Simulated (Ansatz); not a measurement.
## A series of single points on KF

System: KF (Fm-3m, 2 atoms in the cell).
Method: DFT, PBEsol, PAW with Ansatz's default frozen-core files, scalar-relativistic; elastic constants from stresses of strained cells, no spin polarisation (Ansatz 0.2.0).

The 7 runs differ only in the geometry, by an even scaling of the cell at fixed fractional positions. The structure derives from an entry of the Crystallography Open Database.

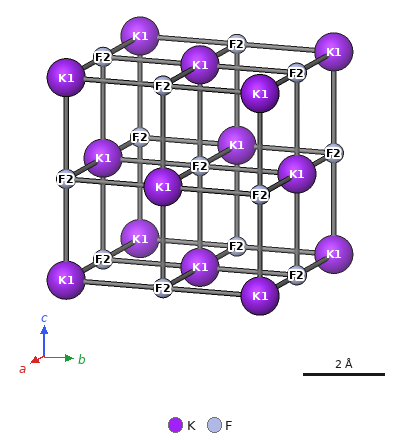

Figure 1. The structure of run 4 (ball-and-stick view of the cell 4 times as large as that of the calculation, set on its symmetry axes, seen slightly off an axis; atoms are numbered from 1 in the order of the input).

### Input of run 4
```yaml
crystal:
  lattice:
    - [0.0, 2.57043634696, 2.57043634696]
    - [2.57043634696, 0.0, 2.57043634696]
    - [2.57043634696, 2.57043634696, 0.0]
  atoms:
    - { symbol: K, position: [0.0, 0.0, 0.0] }
    - { symbol: F, position: [0.5, 0.5, 0.5] }
kpoints:
  mp_grid: { grid: [8, 8, 8] }
scf:
  occupations: { method: fixed }
hamiltonian:
  xc: pbesol
  pseudopotentials: { kind: paw }
elastic:
  mode: relaxed_ion
  stencil: two_point
  amplitude: 0.005
```

Command:
```bash
ansatz run input.yaml --threads 1 --pin off --max-ram 3072MiB --backend cpu --events-out ev --progress --plain --runs-dir out
```

Run 2 differs from it as follows:
```diff
-    - [0.0, 2.57043634696, 2.57043634696]
-    - [2.57043634696, 0.0, 2.57043634696]
-    - [2.57043634696, 2.57043634696, 0.0]
+    - [0.0, 2.4918027846, 2.4918027846]
+    - [2.4918027846, 0.0, 2.4918027846]
+    - [2.4918027846, 2.4918027846, 0.0]
```

### Results, with one run withheld

```tsv
run	volume per atom (Å³)	free energy per atom, from the lowest run given (meV)	pressure (GPa)	gap on the mesh (eV)
1	14.619	148.74	14.99	7.54
2	15.472	?	?	?
3	16.132	48.05	7.00	6.97
4	16.983	19.19	3.99	6.67
5	17.723	5.50	1.98	6.43
6	18.163	1.50	0.99	6.30
7	18.698	0.00	−0.04	6.15
```

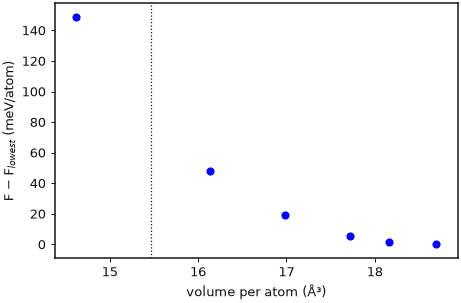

Figure 2. Free energy per atom of the runs given; the dotted line marks run 2.

Fit the runs given and predict run 2.

A cubic polynomial in V^(−2/3) (the Birch–Murnaghan form), fitted to the 6 runs given, misses them by at most 0.03 meV per atom. With x = V^(−2/3) − 0.15150 Å⁻², it reads F = 19.787 + 4276.8 x + 2.3727e+05 x² + 6.731e+05 x³ (meV per atom). At run 2 it gives 82.88 meV per atom, and the run itself gives 82.81. The slope of the fit gives a pressure −dF/dV of 10.00 GPa there, and the run prints 10.00 GPa. The fit has its minimum at 18.666 Å³ per atom, where V d²F/dV² gives 33.6 GPa: the bulk modulus at this level, since symmetry fixes the shape and the positions. The gap on the mesh goes, without turning, from 7.54 eV in run 1 to 6.15 eV in run 7; run 2 has 7.21 eV. These are gaps of this functional on this mesh, which can miss the band edges; they aren't the measured gap.

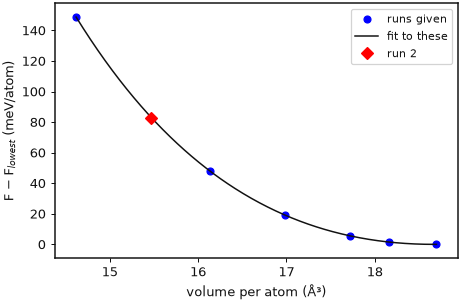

Figure 3. The fit and the withheld run.

### Output, shortened to warnings, some set-up lines, iterations and results (run 2)
```
Basis set: ecut = 420 eV, 609 PW (Γ), exchange–correlation on 48×48×48 points (8 copies of the dense FFT grid, shifted against one another)
Symmetry: 48 space group operations
k-points: 29 of 512
Initial density: superposition of atomic densities (neutral atoms: chi_scale 0, normalization atom), corrected by the library's trained network
[...]
SCF iter   1: F=—  HF=-2318.949760 eV  |F-HF|=—  |Δ(HF+E_count)|=         —  Δρ=1.20e-2  dr2=2.90e-2  ethr=1.77e-3  ⟨swp⟩=4.8  Hψ=1906  notcnv=0  defer=45
SCF iter   2: F=—  HF=-2318.941866 eV  |F-HF|=—  |Δ(HF+E_count)|=   7.89e-3  Δρ=5.96e-3  dr2=6.32e-3  ethr=1.81e-4  ⟨swp⟩=2.0  Hψ=843  notcnv=0  defer=56
SCF iter   3: F=—  HF=-2318.940010 eV  |F-HF|=—  |Δ(HF+E_count)|=   1.86e-3  Δρ=9.69e-4  dr2=2.03e-4  ethr=3.95e-5  ⟨swp⟩=2.0  Hψ=599  notcnv=0  defer=56
SCF iter   4: F=—  HF=-2318.939995 eV  |F-HF|=—  |Δ(HF+E_count)|=   1.49e-5  Δρ=2.82e-4  dr2=7.17e-6  ethr=1.27e-6  ⟨swp⟩=2.4  Hψ=586  notcnv=0  defer=56
SCF iter   5: F=—  HF=-2318.940021 eV  |F-HF|=—  |Δ(HF+E_count)|=   2.52e-5  Δρ=6.80e-5  dr2=1.14e-6  ethr=4.48e-8  ⟨swp⟩=2.0  Hψ=551  notcnv=0
[... 33 lines ...]
SCF iter   4: F=—  HF=-2318.939945 eV  |F-HF|=—  |Δ(HF+E_count)|=   1.61e-9  Δρ=1.13e-6  dr2=2.83e-10  ethr=4.22e-12  ⟨swp⟩=2.1  Hψ=1731  notcnv=0  defer=110
SCF iter   5: F=—  HF=-2318.939945 eV  |F-HF|=—  |Δ(HF+E_count)|=  6.59e-11  Δρ=1.20e-7  dr2=2.37e-12  ethr=1.77e-12  ⟨swp⟩=2.0  Hψ=1421  notcnv=0  defer=110
SCF iter   6: F=—  HF=-2318.939945 eV  |F-HF|=—  |Δ(HF+E_count)|=  9.09e-13  Δρ=6.28e-8  dr2=8.13e-13  ethr=1.48e-14 (applied; sched 1.00e-12)  ⟨swp⟩=2.1  Hψ=1908  notcnv=0  …
SCF iter   7: F=-2318.939945 eV  HF=-2318.939945 eV  |F-HF|=0.00e0  |Δ(HF+E_count)|=  4.55e-13  Δρ=1.44e-8  dr2=4.06e-14  ethr=1.00e-12  ⟨swp⟩=2.0  Hψ=3827  notcnv=0
SCF 5 converged in 7 iterations: F = -2318.939945 eV  dr2 = 4.06e-14
SCF converged after 9 iterations
Free energy (F): -2318.940020 eV
Harris-Foulkes:  -2318.940020 eV  (|F-HF|=0.00e0)
Internal energy: -2318.940020 eV  (E = F + TS)
E sigma→0 (E₀):  -2318.940020 eV
Fermi energy:    3.038890 eV
--- Per-component energies (eV) ---
  E_band       = -95.466159
  E_kinetic    = 464.561082
  E_local      = -999.520237  (includes V_loc(G=0)·N_el)
  E_nonlocal   = 87.620675
  E_hartree    = 357.692672
  E_xc         = -214.287878
  E_vxc        = -268.014922  (∫ρ·V_xc dr)
  E_paw        = -955.703565  (= ΣΔE_a)
  E_vpaw       = -95.500156  (= ΣTr[D̂ρ^β])
  E_aug_tail   = 0.002053  (compensation charges beyond the density's cutoff)
  E_ewald      = -1059.455149
  E_core_change = 0.150328  (= ΣΔE_core)
  E_smearing   = -0.000000  (= −TS)
  E_closure    = 0.000000  (closes the sum)
  Σ components = -2318.940020   (vs F -2318.940020, Δ=0.00e0)
--- Forces (eV/Å), atoms counted from 1 ---
  atom   1  K     -0.00000000     0.00000000     0.00000000
  atom   2  F      0.00000000     0.00000000    -0.00000000
  max |Σ_I F_I| component: 3.03e-29 eV/Å
--- Stress (GPa, compression-positive) ---
        9.995446       0.000000       0.000000
        0.000000       9.995446      -0.000000
        0.000000       0.000000       9.995446
  P = ⅓ Tr σ = 9.9954 GPa (99.954 kbar)
--- Elastic constants: 2 strain directions × 2 members + reference (group order 48) ---
  dense FFT box of the reference and of every strained cell: 24×24×24
  strains applied: 11, 23; error gains: componentwise 1.00 (the most a stress slope's error grows in a printed constant), spectral 1.73 (1 for all six strains in a standard setting)
  C = ∂σ_k/∂η_j (tension-positive GPa; Voigt order 11 22 33 23 13 12):
       174.595     30.006     30.006     -0.000      0.000      0.000
        30.006    174.595     30.006      0.000     -0.000     -0.000
        30.006     30.006    174.595      0.000     -0.000     -0.000
         0.000     -0.000     -0.000      7.681     -0.000      0.000
        -0.000      0.000      0.000      0.000      7.681     -0.000
         0.000      0.000     -0.000      0.000     -0.000      7.681
  reference stress σ⁰ (GPa):     -9.995     -9.995     -9.995     -0.000     -0.000     -0.000
  C* (energy form; C + prestress term) asymmetry max|C*_kj − C*_jk| = 1.776e-14 GPa — a small one proves nothing (zero by symmetry where the batch's group is 432, −43m or m−3m); a large one is finite-difference/SCF noise where every solve meets its electron count
  moduli (Voigt/Reuss/Hill, GPa): K = 78.20/78.20/78.20   G = 33.53/11.96/22.74   E = 62.19   ν = 0.367
  mechanically stable: yes (min eigenvalue of sym C = 7.68 GPa)
[...]
```
